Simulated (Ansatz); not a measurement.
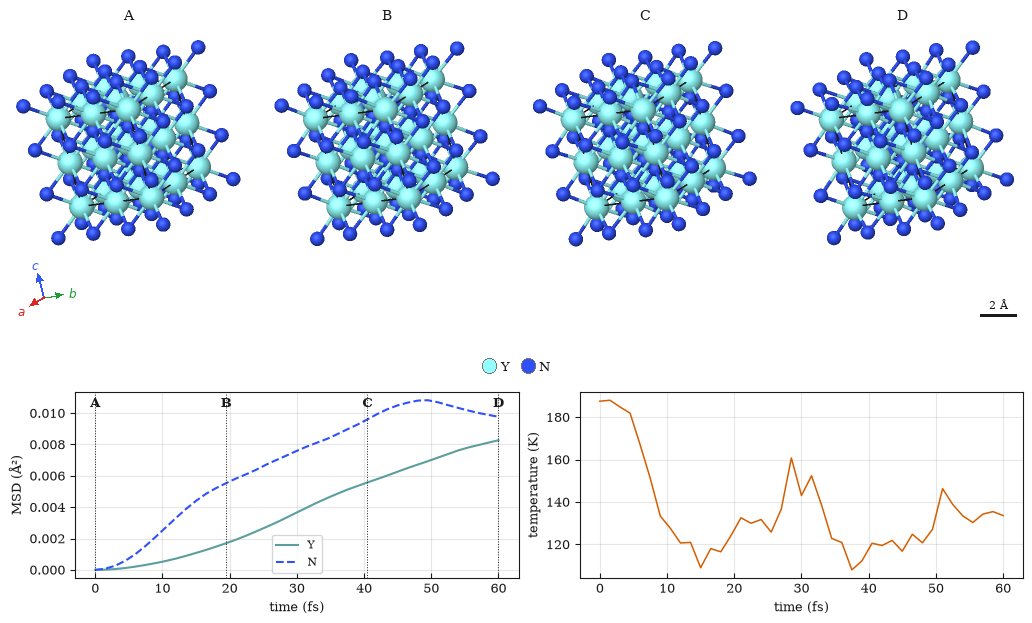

Molecular dynamics of a 16-atom cell of YN (built on the rocksalt type), 60 fs long. Frames (A at 0 fs, B at 19.5 fs, C at 40 fs, D at 60 fs) and the history of the run. Style: ball-and-stick. Shown: the reduced simulation cell, slightly off an axis. Bonds to atoms that aren't drawn are left out. Lengths and directions refer to the drawn axes.

Computed with DFT, r2SCAN, plane waves, PAW in Ansatz. Set-up: plane-wave cutoff 500 eV; k-point mesh 2 × 2 × 2; Fermi-Dirac smearing 0.02 eV; Langevin thermostat (NVT); set temperature 200 K; time step 1.5 fs.

Input
```yaml
crystal:
  lattice:
    - [0.0, 4.8960962849, 4.8960962849]
    - [4.8960962849, 0.0, 4.8960962849]
    - [4.8960962849, 4.8960962849, 0.0]
  atoms:
    - { symbol: "Y", position: [0.0, 0.0, 0.0] }
    - { symbol: "N", position: [0.25, 0.25, 0.25] }
    - { symbol: "Y", position: [0.0, 0.0, 0.5] }
    - { symbol: "N", position: [0.25, 0.25, 0.75] }
    - { symbol: "Y", position: [0.0, 0.5, 0.0] }
    - { symbol: "N", position: [0.25, 0.75, 0.25] }
    - { symbol: "Y", position: [0.0, 0.5, 0.5] }
    - { symbol: "N", position: [0.25, 0.75, 0.75] }
    - { symbol: "Y", position: [0.5, 0.0, 0.0] }
    - { symbol: "N", position: [0.75, 0.25, 0.25] }
    - { symbol: "Y", position: [0.5, 0.0, 0.5] }
    - { symbol: "N", position: [0.75, 0.25, 0.75] }
    - { symbol: "Y", position: [0.5, 0.5, 0.0] }
    - { symbol: "N", position: [0.75, 0.75, 0.25] }
    - { symbol: "Y", position: [0.5, 0.5, 0.5] }
    - { symbol: "N", position: [0.75, 0.75, 0.75] }
kpoints:
  mp_grid: { grid: [2, 2, 2] }
hamiltonian:
  xc: r2scan
scf:
  occupations: { method: fermi_dirac, width: 0.02 }
md:
  ensemble: nvt_langevin
  temperature: 200
  timestep: 1.5
  n_steps: 40
  initial_velocities: maxwell_boltzmann
  seed: 687
```

Command:
```bash
ansatz run input.yaml --threads 4 --pin off --max-ram 3686MiB --backend cpu --events-out ev --progress --plain --runs-dir out
```

**What do the frames and curves show?**

In the second half of the run the atoms are, in the root-mean-square, this far from where they began (common drift taken out): N 0.10 Å, Y 0.08 Å. The run lasts only 60 fs, too short to tell vibration from diffusion. Over the second half the temperature averages 129 K (spread ±11 K). That is still far from the set 200 K: the thermostat hasn't settled it within this run. The potential energy is still drifting at the end, so the run hasn't reached equilibrium. The potential energy in the second half lies on average 15.6 meV per atom above the first frame.

Cost: 7.5 min on 4 threads of Arm Neoverse N1, with other jobs on the host, peak memory 1.6 GiB.
